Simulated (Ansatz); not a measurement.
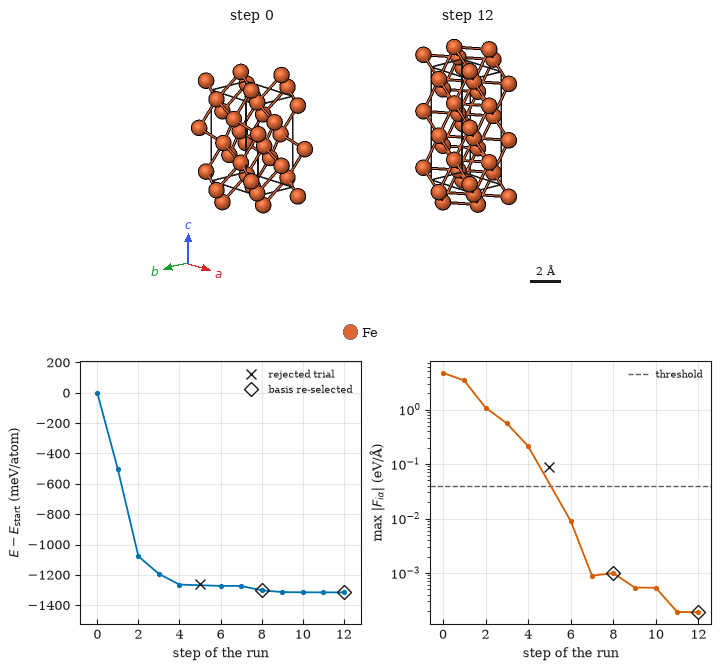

First and last geometry of a relaxation of solid Fe (built on the iodine_64 type) (coarse preliminary run), with the history of the run. The picture is a ball-and-stick view of the conventional cell (2 times the calculation's cell), seen from a free direction. Lengths and directions refer to the drawn axes.

Case: iodine type (Cmce, No. 64).

Method: Ansatz, DFT PBE, scalar-relativistic, plane waves, PAW. Settings: plane-wave cutoff 420 eV; k-point mesh 6 × 6 × 4; occupations gaussian; smearing width 0.1 eV; collinear spin; cell and atoms relaxed; force threshold 0.04 eV/Å; at most 70 steps.

### What do the curves and the structures tell?

It converged. The largest moves relative to the cell, 0.29 Å, are those of Fe atoms. Cell: a 4.799 → 4.015 Å (−16.3 %), b 3.172 → 2.818 Å (−11.2 %), c 6.470 → 8.042 Å (+24.3 %). Volume −7.6 %. Near-neighbour distances that change, for instance: Fe–Fe 1.788 → 2.455 Å, Fe–Fe 2.876 → 2.452 Å, Fe–Fe 2.687 → 2.455 Å, Fe–Fe 2.340 → 2.455 Å. Bond angles that change, for instance: Fe–Fe–Fe 81.6° → 110.0°, Fe–Fe–Fe 87.9° → 70.0°, Fe–Fe–Fe 85.3° → 70.0°. The space group (tolerance 0.01 Å) goes from Cmce (No. 64) to I4/mmm (No. 139). The energy falls by 1316 meV per atom in 9 accepted moves (12 points after the start). The largest force component goes from 4.7 to 0.00019 eV/Å. Pressure: 16.76 GPa at the start and 0.04 GPa at the end. The line search rejected the trial step at point 5 of the run. The SCF was repeated twice at an unchanged geometry on a basis and grid sized afresh for the cell, which shifted the energy by 29.1 meV per atom at most. The run took about 2.7 core-minutes on a shared host.

```tsv
step	E − E(0), meV/atom	largest force component, eV/Å	pressure, GPa	volume, Å³/atom	note
0	0.00	4.7028	16.76	12.311	
1	-503.85	3.4073	13.83	12.049	
2	-1077.88	1.0821	-1.87	12.090	
3	-1193.83	0.5576	-3.39	11.832	
4	-1264.09	0.2122	0.41	11.263	
5	-1258.08	0.0889	-2.56	11.244	rejected
6	-1273.00	0.0090	0.10	11.191	
7	-1273.19	0.0009	-0.18	11.202	
8	-1302.26	0.0010	3.44	11.202	same geometry, new basis
9	-1313.74	0.0005	2.31	11.247	
10	-1315.12	0.0005	-1.50	11.452	
11	-1315.54	0.0002	-0.02	11.373	
12	-1315.77	0.0002	0.04	11.373	same geometry, new basis
```
